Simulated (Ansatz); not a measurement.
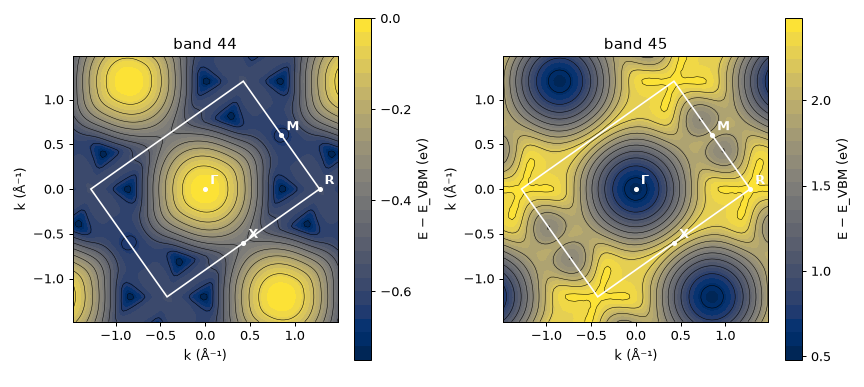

Two bands of Cu₂O (Pn-3m) over the plane through Γ, R and M: the highest mostly filled and the lowest mostly empty one.

These are results of DFT PBE, scalar-relativistic, plane waves, PAW; levels and slopes on a dense k mesh at the converged density in Ansatz, not measurements. No spin polarisation. The levels come from a k mesh of 26×26×26 points. Unrelaxed database geometry (residual pressure 3 GPa).

Question: Give both levels and their distance at the named points.

Answer:
```tsv
point	lower band (eV)	upper band (eV)	distance (eV)
Γ	0.00	0.53	0.53
R	−0.57	2.42	2.99
M	−0.66	1.91	2.56
X	−0.40	2.25	2.65
```

Question: Where are the band edges of the whole zone?

Answer: The valence band has one maximum at Γ, three bands meeting there, with masses of 0.14 and 3.31 mₑ among them, each the same along x, y and z; the conduction band has one minimum at Γ, mass 0.94 mₑ in all directions. The gap is direct, 0.53 eV at this level of theory (semilocal functionals give gaps that are too small, and can reorder valleys that lie close).

Spin-orbit coupling, left out here, can split bands that meet at an edge and change their masses.
